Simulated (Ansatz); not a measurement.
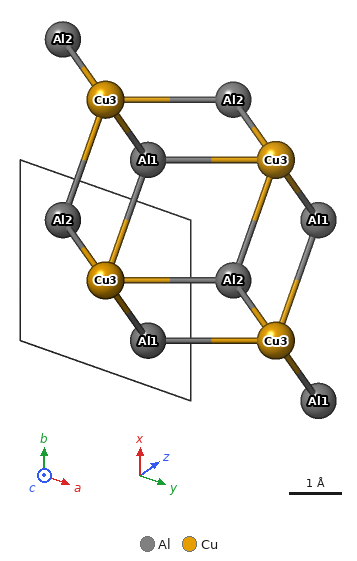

Crystalline Al2Cu (Fm-3m): the cell is strained along y alone, with the atoms kept at their fractional coordinates. x, y and z are the Cartesian axes of the input. The picture shows the reference cell. Style: ball-and-stick. Shown: the cell of the calculation, repeated 2 × 2 × 2 with one cell outlined, along the c axis.

Method: DFT r2SCAN, scalar-relativistic, plane waves, PAW in Ansatz. (plane-wave cutoff 500 eV; k-point mesh 16 × 16 × 16; occupations gaussian; smearing width 0.15 eV; no spin polarisation). Energies (free energies at the smearing named) are counted from the relaxed crystal.

```
CELL_PARAMETERS angstrom
-2.02736 2.02736 2.86699
2.02736 -2.02736 2.86699
2.02736 2.02736 -2.86699
ATOMIC_POSITIONS crystal
Al 0.75000 0.25000 0.50000
Al 0.25000 0.75000 0.50000
Cu 0.50000 0.50000 0.00000
```

> What energies does the calculation give (the strain: −0.1000, −0.0750, −0.0500, −0.0250, 0.0000, 0.0250, 0.0500, 0.0750, 0.0875, 0.1000)?

| strain | E − E(ref) (meV/atom) |
| --- | --- |
| −0.1000 | 124.2 |
| −0.0750 | 67.7 |
| −0.0500 | 29.1 |
| −0.0250 | 7.0 |
| 0.0000 | 0.0 |
| 0.0250 | 6.3 |
| 0.0500 | 24.2 |
| 0.0750 | 51.8 |
| 0.0875 | 68.6 |
| 0.1000 | 86.9 |

The lowest computed point lies at the strain 0.00 (0.0 meV/atom). The distortion takes the space group from Fm-3m to Immm. At the strain −0.10 the cell of the drawing goes a 4.055 → 3.957 Å, b 4.055 → 3.957 Å, c 4.055 → 3.957 Å, α 120.0° → 118.4°, β 120.0° → 125.1°, γ 90.0° → 87.1°.
